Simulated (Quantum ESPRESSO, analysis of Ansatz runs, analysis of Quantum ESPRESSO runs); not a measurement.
## S on a Se site in ZnSe: local vibrational mode against experiment (Quantum ESPRESSO)

Aim: the local vibrational mode of the S on a Se site in ZnSe, to be set beside the measurement. Set-up: PBE, GBRV 1.5 PBE, 32-site cell, PBE lattice, k: 2x2x2 shifted. The model is a cell of 32 host atoms with 1 Se taken out and 1 S put in. The frequencies come from force constants among the defect atom and its neighbours, with the masses of the isotopes named. A local or semilocal functional is the cheapest first rung.

**The experiment.** Threefold local mode of S: 297 cm⁻¹, by Infrared reflectivity with Kramers-Kronig analysis (ZnSe with ~1% S) (“Optical Studies of Lattice Vibration in II-VI Semiconducting Compounds”, 1968, M. Balkanski).

Calculated with Quantum ESPRESSO 7.5; Quantum ESPRESSO plane-wave DFT, PBE, GBRV 1.5 PBE potentials; relaxation of all atoms of a defect supercell.

**1. Starting point**

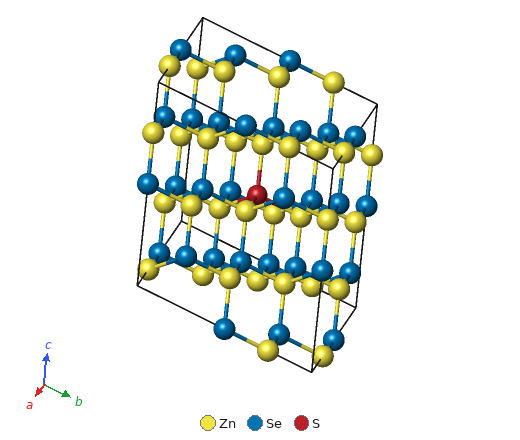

The starting structure, seen slightly off an axis (zinc yellow, selenium blue, sulfur red). Some periodic images of atoms are drawn too.

The cell holds 32 atoms: 16 Zn, 15 Se and 1 S. Its edges and angles: a = 9.922 Å, b = 9.922 Å, c = 9.922 Å, α = 109.5°, β = 109.5°, γ = 109.5°. It derives from ZnSe (space group F-43m). Nearest the centre at fractional (0.500, 0.750, 0.500): S28 at 0.00 Å, Zn16 at 2.48 Å, Zn7 at 2.48 Å, Zn12 at 2.48 Å, Zn9 at 2.48 Å, Se25 at 4.05 Å, Se21 at 4.05 Å, Se30 at 4.05 Å.

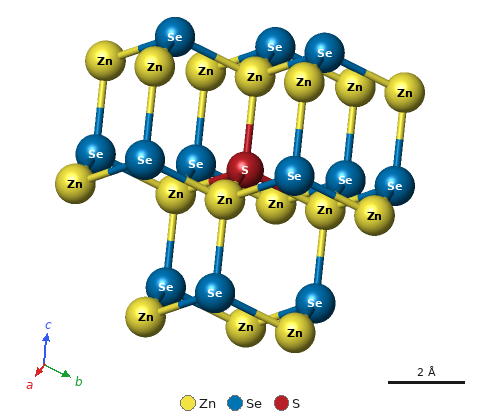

The atoms within 5 Å of the centre.

The host's primitive cell comes from a first run (Quantum ESPRESSO plane-wave DFT, PBE, GBRV 1.5 PBE potentials; relaxation of cell and atoms of a defect-free cell): vectors of 4.051, 4.051 and 4.051 Å. That is 23.50 Å³ an atom, 3.3 % over the diffraction cell's volume. The supercell is built on it.

**2. Relaxation, charge 0**

Every later number rests on the structure around the defect, so the atoms are relaxed at the host's lattice first.

pw.in reads:

```
&CONTROL
  calculation = 'relax'
  prefix = 'pwscf'
  outdir = './tmp'
  pseudo_dir = './pseudo'
  tprnfor = .true.
  disk_io = 'low'
  nstep = 70
  forc_conv_thr = 0.00039
  etot_conv_thr = 0.0001
/
&SYSTEM
  ibrav = 0
  nat = 32
  ntyp = 3
  ecutwfc = 45
  ecutrho = 360
  nbnd = 212
  occupations = 'smearing'
  smearing = 'fd'
  degauss = 0.00073499
/
&ELECTRONS
  conv_thr = 3d-08
  electron_maxstep = 100
  mixing_beta = 0.5
/
&IONS
  ion_dynamics = 'bfgs'
/
ATOMIC_SPECIES
Zn    65.3800 zn_pbe_v1.uspp.F.UPF
Se    78.9710 se_pbe_v1.uspp.F.UPF
S     32.0600 s_pbe_v1.4.uspp.F.UPF
CELL_PARAMETERS angstrom
  -5.7286780755    5.7286780755   -5.7286780755
   5.7286780755    5.7286780755    5.7286780755
   5.7286780755   -5.7286780755   -5.7286780755
ATOMIC_POSITIONS crystal
Zn     0.0000000000    0.0000000000    0.0000000000
Zn     0.0000000000    0.2500000000    0.7500000000
Zn     0.0000000000    0.5000000000    0.5000000000
Zn     0.0000000000    0.7500000000    0.2500000000
Zn     0.2500000000    0.0000000000    0.7500000000
Zn     0.2500000000    0.2500000000    0.5000000000
Zn     0.2500000000    0.5000000000    0.2500000000
Zn     0.2500000000    0.7500000000    0.0000000000
Zn     0.5000000000    0.0000000000    0.5000000000
Zn     0.5000000000    0.2500000000    0.2500000000
Zn     0.5000000000    0.5000000000    0.0000000000
Zn     0.5000000000    0.7500000000    0.7500000000
Zn     0.7500000000    0.0000000000    0.2500000000
Zn     0.7500000000    0.2500000000    0.0000000000
Zn     0.7500000000    0.5000000000    0.7500000000
Zn     0.7500000000    0.7500000000    0.5000000000
Se     0.0000000000    0.0000000000    0.7500000000
Se     0.0000000000    0.2500000000    0.5000000000
Se     0.0000000000    0.5000000000    0.2500000000
Se     0.0000000000    0.7500000000    0.0000000000
Se     0.2500000000    0.0000000000    0.5000000000
Se     0.2500000000    0.2500000000    0.2500000000
Se     0.2500000000    0.5000000000    0.0000000000
Se     0.2500000000    0.7500000000    0.7500000000
Se     0.5000000000    0.0000000000    0.2500000000
Se     0.5000000000    0.2500000000    0.0000000000
Se     0.5000000000    0.5000000000    0.7500000000
S      0.5000000000    0.7500000000    0.5000000000
Se     0.7500000000    0.0000000000    0.0000000000
Se     0.7500000000    0.2500000000    0.7500000000
Se     0.7500000000    0.5000000000    0.5000000000
Se     0.7500000000    0.7500000000    0.2500000000
K_POINTS automatic
2 2 2 1 1 1
```

Command:

```
OMP_NUM_THREADS=1 mpirun -n 4 pw.x -nk 2 -in pw.in > pw.out
```

The program printed:

```text
[shortened: banners, details of potentials and solvers, and blank lines are left out]
     Message from routine setup:
     using ibrav=0 with symmetry is DISCOURAGED, use correct ibrav instead
     K-points division:     npool     =       2
     bravais-lattice index     =            0
     lattice parameter (alat)  =      18.7505  a.u.
     unit-cell volume          =    5074.8107 (a.u.)^3
     number of atoms/cell      =           32
     number of atomic types    =            3
     number of electrons       =       416.00
     number of Kohn-Sham states=          212
     kinetic-energy cutoff     =      45.0000  Ry
     charge density cutoff     =     360.0000  Ry
     scf convergence threshold =      3.0E-08
     mixing beta               =       0.5000
     number of iterations used =            8  plain     mixing
     energy convergence thresh.=      1.0E-04
     force convergence thresh. =      3.9E-04
     Exchange-correlation=  SLA  PW   PBX  PBC
                           (   1   4   3   4   0   0   0)
     nstep                     =           70
     crystal axes: (cart. coord. in units of alat)
               a(1) = (  -0.577350   0.577350  -0.577350 )
               a(2) = (   0.577350   0.577350   0.577350 )
               a(3) = (   0.577350  -0.577350  -0.577350 )
     PseudoPot. # 1 for Zn read from file:
     zn_pbe_v1.uspp.F.UPF
     Pseudo is Ultrasoft, Zval = 20.0
[...]
PseudoPot. # 2 for Se read from file:
     se_pbe_v1.uspp.F.UPF
     Pseudo is Ultrasoft + core correction, Zval =  6.0
[...]
PseudoPot. # 3 for S  read from file:
     s_pbe_v1.4.uspp.F.UPF
     Pseudo is Ultrasoft + core correction, Zval =  6.0
[...]
atomic species   valence    mass     pseudopotential
     Zn               20.00    65.38000     Zn( 1.00)
     Se                6.00    78.97100     Se( 1.00)
     S                 6.00    32.06000     S ( 1.00)
     24 Sym. Ops. (no inversion) found (22 have fractional translation)
     site n.     atom                  positions (alat units)
         1        Zn     tau(   1) = (   0.0000000   0.0000000   0.0000000  )
         2        Zn     tau(   2) = (   0.5773503  -0.2886751  -0.2886751  )
         3        Zn     tau(   3) = (   0.5773503   0.0000000   0.0000000  )
         4        Zn     tau(   4) = (   0.5773503   0.2886751   0.2886751  )
         5        Zn     tau(   5) = (   0.2886751  -0.2886751  -0.5773503  )
         6        Zn     tau(   6) = (   0.2886751   0.0000000  -0.2886751  )
         7        Zn     tau(   7) = (   0.2886751   0.2886751   0.0000000  )
         8        Zn     tau(   8) = (   0.2886751   0.5773503   0.2886751  )
[...]
number of k points=     2  Fermi-Dirac smearing, width (Ry)=  0.0007
                       cart. coord. in units 2pi/alat
        k(    1) = (   0.4330127   0.4330127  -0.4330127), wk =   0.5000000
        k(    2) = (   0.0000000   0.4330127   0.0000000), wk =   1.5000000
     Dense  grid:   585913 G-vectors     FFT dimensions: ( 120, 120, 120)
     Smooth grid:   206835 G-vectors     FFT dimensions: (  96,  96,  96)
     starting charge     415.9967, renormalised to     416.0000
     Self-consistent Calculation
     iteration #  1     ecut=    45.00 Ry     beta= 0.50
     total energy              =   -8064.29856351 Ry
     estimated scf accuracy    <       1.23175026 Ry
     iteration #  2     ecut=    45.00 Ry     beta= 0.50
     total energy              =   -8064.61605591 Ry
     estimated scf accuracy    <       0.25104467 Ry
     iteration #  3     ecut=    45.00 Ry     beta= 0.50
     total energy              =   -8064.65914122 Ry
     estimated scf accuracy    <       0.01911766 Ry
[...]
estimated scf accuracy    <       0.00000033 Ry
[... 55 further cycles ...]
     iteration #  5     ecut=    45.00 Ry     beta= 0.50
     total energy              =   -8064.66772428 Ry
     estimated scf accuracy    <          3.4E-09 Ry
     iteration #  6     ecut=    45.00 Ry     beta= 0.50
     total energy              =   -8064.66772428 Ry
     estimated scf accuracy    <          3.6E-10 Ry
     iteration #  7     ecut=    45.00 Ry     beta= 0.50
     End of self-consistent calculation
          k = 0.4330 0.4330-0.4330 ( 25876 PWs)   bands (ev):
  -119.2949-119.2949-119.2949-119.2949-119.2594-119.2594-119.2594-119.2594
  -119.2594-119.2594-119.2594-119.2594-119.2594-119.2594-119.2594-119.2594
   -73.4666 -73.4666 -73.4666 -73.4666 -73.4666 -73.4665 -73.4665 -73.4665
   -73.4571 -73.4570 -73.4570 -73.4570 -73.4281 -73.4281 -73.4281 -73.4281
   -73.4281 -73.4281 -73.4280 -73.4280 -73.4280 -73.4280 -73.4280 -73.4280
   -73.4271 -73.4271 -73.4271 -73.4271 -73.4271 -73.4271 -73.4271 -73.4271
   -73.4270 -73.4270 -73.4270 -73.4270 -73.4267 -73.4267 -73.4267 -73.4267
   -73.4266 -73.4266 -73.4266 -73.4266 -73.4266 -73.4266 -73.4266 -73.4266
    -6.8407  -6.8136  -6.8136  -6.8136  -6.3761  -6.3085  -6.3085  -6.3085
    -6.3052  -6.3052  -6.3052  -6.3004  -6.3004  -6.2998  -6.2998  -6.2998
[...]
k = 0.0000 0.4330 0.0000 ( 25871 PWs)   bands (ev):
  -119.2949-119.2949-119.2949-119.2949-119.2594-119.2594-119.2594-119.2594
  -119.2594-119.2594-119.2594-119.2594-119.2594-119.2594-119.2594-119.2594
   -73.4666 -73.4666 -73.4666 -73.4666 -73.4666 -73.4665 -73.4665 -73.4665
   -73.4571 -73.4570 -73.4570 -73.4570 -73.4281 -73.4281 -73.4281 -73.4281
   -73.4281 -73.4281 -73.4281 -73.4281 -73.4280 -73.4280 -73.4280 -73.4280
   -73.4271 -73.4271 -73.4271 -73.4271 -73.4271 -73.4271 -73.4271 -73.4271
   -73.4270 -73.4270 -73.4270 -73.4270 -73.4267 -73.4267 -73.4267 -73.4267
   -73.4267 -73.4267 -73.4267 -73.4266 -73.4266 -73.4266 -73.4266 -73.4266
    -7.0323  -6.6537  -6.6246  -6.6246  -6.6220  -6.4567  -6.4281  -6.4281
    -6.4279  -6.3433  -6.2720  -6.2463  -6.2458  -6.2458  -6.1794  -6.1686
[...]
the Fermi energy is     7.2547 ev
!    total energy              =   -8064.66772428 Ry
     estimated scf accuracy    <          3.5E-11 Ry
     smearing contrib. (-TS)   =       0.00000000 Ry
     internal energy E=F+TS    =   -8064.66772428 Ry
     The total energy is F=E-TS. E is the sum of the following terms:
     one-electron contribution =   -7585.54931963 Ry
     hartree contribution      =    3887.83816509 Ry
     xc contribution           =   -1129.42899078 Ry
     ewald contribution        =   -3237.52757896 Ry
     convergence has been achieved in   7 iterations
     Forces acting on atoms (cartesian axes, Ry/au):
     atom    1 type  1   force =     0.00052561    0.00052561    0.00006955
     atom    2 type  1   force =     0.00052561   -0.00006955   -0.00052561
     atom    3 type  1   force =     0.00052561    0.00006955    0.00052561
     atom    4 type  1   force =     0.00052561   -0.00052561   -0.00006955
     atom    5 type  1   force =    -0.00006955   -0.00052561    0.00052561
     atom    6 type  1   force =    -0.00052561    0.00006955   -0.00052561
     atom    7 type  1   force =    -0.00039908   -0.00039908    0.00039908
     atom    8 type  1   force =    -0.00052561    0.00052561   -0.00006955
[...]
Total force =     0.004421     Total SCF correction =     0.000034
     Energy error            =      8.3E-05 Ry
     Gradient error          =      6.2E-04 Ry/Bohr
     number of scf cycles    =   9
     number of bfgs steps    =   8
     energy             old  =   -8064.6676413634 Ry
     energy             new  =   -8064.6677242800 Ry
     CASE: energy            _new < energy            _old
     new trust radius        =       0.0059458794 bohr
     new conv_thr            =       0.0000000003 Ry
ATOMIC_POSITIONS (crystal)
Zn               0.0001622229        0.0009157793        0.0001622229
Zn               0.0001622229        0.2501622229        0.7509157793
Zn              -0.0001622229        0.5007535564        0.5000000000
Zn              -0.0001622229        0.7500000000        0.2507535564
Zn               0.2490842207       -0.0007535564        0.7492464436
Zn               0.2507535564        0.2498377771        0.5000000000
Zn               0.2591385889        0.5091385889        0.2591385889
Zn               0.2507535564        0.7500000000       -0.0001622229
[...]
Self-consistent Calculation
     iteration #  1     ecut=    45.00 Ry     beta= 0.50
     total energy              =   -8064.66777853 Ry
     estimated scf accuracy    <       0.00001734 Ry
     iteration #  2     ecut=    45.00 Ry     beta= 0.50
     total energy              =   -8064.66778232 Ry
     estimated scf accuracy    <       0.00000499 Ry
     iteration #  3     ecut=    45.00 Ry     beta= 0.50
     total energy              =   -8064.66778339 Ry
     estimated scf accuracy    <       0.00000062 Ry
[...]
estimated scf accuracy    <       0.00000010 Ry
     iteration #  5     ecut=    45.00 Ry     beta= 0.50
     total energy              =   -8064.66778350 Ry
     estimated scf accuracy    <          8.1E-09 Ry
     iteration #  6     ecut=    45.00 Ry     beta= 0.50
     total energy              =   -8064.66778351 Ry
     estimated scf accuracy    <          1.0E-09 Ry
     iteration #  7     ecut=    45.00 Ry     beta= 0.50
     End of self-consistent calculation
          k = 0.4330 0.4330-0.4330 ( 25876 PWs)   bands (ev):
  -119.2960-119.2960-119.2960-119.2960-119.2589-119.2589-119.2589-119.2589
  -119.2589-119.2589-119.2589-119.2589-119.2589-119.2589-119.2589-119.2589
   -73.4677 -73.4677 -73.4677 -73.4677 -73.4677 -73.4677 -73.4677 -73.4677
   -73.4581 -73.4580 -73.4580 -73.4580 -73.4276 -73.4276 -73.4276 -73.4276
   -73.4275 -73.4275 -73.4275 -73.4275 -73.4275 -73.4275 -73.4275 -73.4275
   -73.4267 -73.4267 -73.4267 -73.4267 -73.4267 -73.4267 -73.4266 -73.4266
   -73.4266 -73.4266 -73.4266 -73.4266 -73.4262 -73.4262 -73.4262 -73.4262
   -73.4261 -73.4261 -73.4261 -73.4261 -73.4261 -73.4261 -73.4261 -73.4261
    -6.8433  -6.8126  -6.8126  -6.8126  -6.3736  -6.3115  -6.3115  -6.3115
    -6.3023  -6.3023  -6.3016  -6.3016  -6.3016  -6.2997  -6.2997  -6.2997
[...]
k = 0.0000 0.4330 0.0000 ( 25871 PWs)   bands (ev):
  -119.2960-119.2960-119.2960-119.2960-119.2590-119.2590-119.2589-119.2589
  -119.2589-119.2589-119.2589-119.2589-119.2589-119.2589-119.2589-119.2589
   -73.4677 -73.4677 -73.4677 -73.4677 -73.4677 -73.4677 -73.4677 -73.4677
   -73.4581 -73.4580 -73.4580 -73.4580 -73.4276 -73.4276 -73.4276 -73.4276
   -73.4276 -73.4276 -73.4275 -73.4275 -73.4275 -73.4275 -73.4275 -73.4275
   -73.4267 -73.4267 -73.4267 -73.4267 -73.4267 -73.4267 -73.4267 -73.4266
   -73.4266 -73.4266 -73.4266 -73.4266 -73.4262 -73.4262 -73.4262 -73.4262
   -73.4262 -73.4261 -73.4261 -73.4261 -73.4261 -73.4261 -73.4261 -73.4261
    -7.0324  -6.6525  -6.6272  -6.6272  -6.6174  -6.4492  -6.4307  -6.4307
    -6.4305  -6.3426  -6.2706  -6.2482  -6.2482  -6.2428  -6.1766  -6.1711
[...]
the Fermi energy is     7.2538 ev
!    total energy              =   -8064.66778351 Ry
     estimated scf accuracy    <          8.9E-11 Ry
     smearing contrib. (-TS)   =       0.00000000 Ry
     internal energy E=F+TS    =   -8064.66778351 Ry
     The total energy is F=E-TS. E is the sum of the following terms:
     one-electron contribution =   -7585.56933304 Ry
     hartree contribution      =    3887.84928312 Ry
     xc contribution           =   -1129.42875778 Ry
     ewald contribution        =   -3237.51897581 Ry
     convergence has been achieved in   7 iterations
     Forces acting on atoms (cartesian axes, Ry/au):
     atom    1 type  1   force =     0.00028043    0.00028043   -0.00009242
     atom    2 type  1   force =     0.00028043    0.00009242   -0.00028043
     atom    3 type  1   force =     0.00028043   -0.00009242    0.00028043
     atom    4 type  1   force =     0.00028043   -0.00028043    0.00009242
     atom    5 type  1   force =     0.00009242   -0.00028043    0.00028043
     atom    6 type  1   force =    -0.00028043   -0.00009242   -0.00028043
     atom    7 type  1   force =    -0.00004668   -0.00004668    0.00004668
     atom    8 type  1   force =    -0.00028043    0.00028043    0.00009242
[...]
Total force =     0.001426     Total SCF correction =     0.000041
     Energy error            =      5.9E-05 Ry
     Gradient error          =      2.8E-04 Ry/Bohr
     bfgs converged in  10 scf cycles and   9 bfgs steps
     (criteria: energy <  1.0E-04 Ry, force <  3.9E-04 Ry/Bohr)
     End of BFGS Geometry Optimization
     Final energy             =   -8064.6677835084 Ry
Begin final coordinates
ATOMIC_POSITIONS (crystal)
Zn               0.0001622229        0.0009157793        0.0001622229
Zn               0.0001622229        0.2501622229        0.7509157793
Zn              -0.0001622229        0.5007535564        0.5000000000
Zn              -0.0001622229        0.7500000000        0.2507535564
Zn               0.2490842207       -0.0007535564        0.7492464436
Zn               0.2507535564        0.2498377771        0.5000000000
Zn               0.2591385889        0.5091385889        0.2591385889
Zn               0.2507535564        0.7500000000       -0.0001622229
[...]
End final coordinates
   JOB DONE.
```

Elapsed: 27 min, on 4 MPI ranks of Arm Neoverse V2, shared host; peak memory 3.3 GiB.

Relaxation path:

```tsv
step	energy less that of the first step (eV)
0	0.0000
1	-0.0200
2	-0.0394
3	-0.0634
4	-0.0872
5	-0.0960
6	-0.0972
7	-0.0982
8	-0.0994
9	-0.1002
```

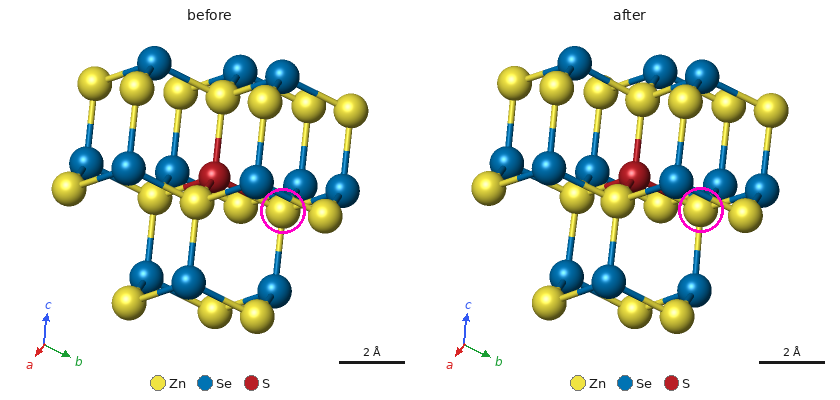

Before and after: the atoms that start within 5 Å of the centre. Zn9, which moves most, is ringed if it is among them.

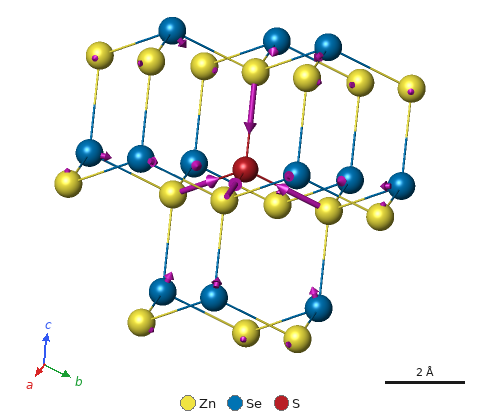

Displacements in the relaxation near the centre, exaggerated; the longest in the cell stands for 0.09 Å.

The atoms that moved most (Å):

```tsv
atom	dx	dy	dz	length
Zn9	-0.052	-0.052	-0.052	0.091
Zn7	0.052	0.052	-0.052	0.091
Zn16	0.052	-0.052	0.052	0.091
Zn12	-0.052	0.052	0.052	0.091
Se22	0.014	0.014	0.004	0.021
Se31	0.014	0.004	0.014	0.021
Se27	0.004	0.014	0.014	0.021
Se29	-0.014	-0.004	0.014	0.021
```

The relaxed structure:

```
CELL_PARAMETERS angstrom
-5.72868 5.72868 -5.72868
5.72868 5.72868 5.72868
5.72868 -5.72868 -5.72868
ATOMIC_POSITIONS crystal
Zn 0.00016 0.00092 0.00016
Zn 0.00016 0.25016 0.75092
Zn 0.99984 0.50075 0.50000
Zn 0.99984 0.75000 0.25075
Zn 0.24908 0.99925 0.74925
Zn 0.25075 0.24984 0.50000
Zn 0.25914 0.50914 0.25914
Zn 0.25075 0.75000 0.99984
Zn 0.50000 0.99086 0.50000
Zn 0.50000 0.24984 0.25075
Zn 0.50000 0.50075 0.99984
Zn 0.50000 0.75000 0.74086
Zn 0.74925 0.99925 0.24908
Zn 0.75092 0.25016 0.00016
Zn 0.74925 0.49908 0.74925
Zn 0.74086 0.75000 0.50000
Se 0.99750 0.99840 0.74840
Se 0.00000 0.25000 0.50000
Se 0.00250 0.50089 0.25089
Se 0.00000 0.75000 0.00000
Se 0.25160 0.99911 0.50000
Se 0.25089 0.25250 0.25089
Se 0.25089 0.50089 0.00250
Se 0.25160 0.75000 0.74911
Se 0.50000 0.99911 0.25160
Se 0.50000 0.25000 0.00000
Se 0.50000 0.50160 0.74911
S 0.50000 0.75000 0.50000
Se 0.74840 0.99840 0.99750
Se 0.74840 0.24750 0.74840
Se 0.74911 0.50160 0.50000
Se 0.74911 0.75000 0.25160
```

Neighbours of S28 at the end:

```tsv
atom	distance (Å)
Zn16	2.390
Zn7	2.390
Zn12	2.390
Zn9	2.390
Se30	4.031
Se29	4.031
Se27	4.031
Se25	4.031
Se24	4.031
Se23	4.031
Se21	4.031
Se17	4.031
Se31	4.031
Se32	4.031
Se19	4.031
Se22	4.031
```

From the first step to the last the energy fell by 0.100 eV, and the largest move was 0.09 Å (Zn9 and 3 other atoms alike).

(Continued in part 2 of 2.)

[Logs are printed without paths, hosts, clocks, repeated set-up lines and the standing remarks that a program may print on its own settings, such as how far it seeks lower states.]

[Hosts, paths, dates, database ids (printed as entryN), source tags and the programs' standing remarks are cut or masked in the printed files.]

[For some hosts the program warned that the k-mesh of the response run may be too coarse for force constants and the static dielectric constant; such warnings are not shown here.]
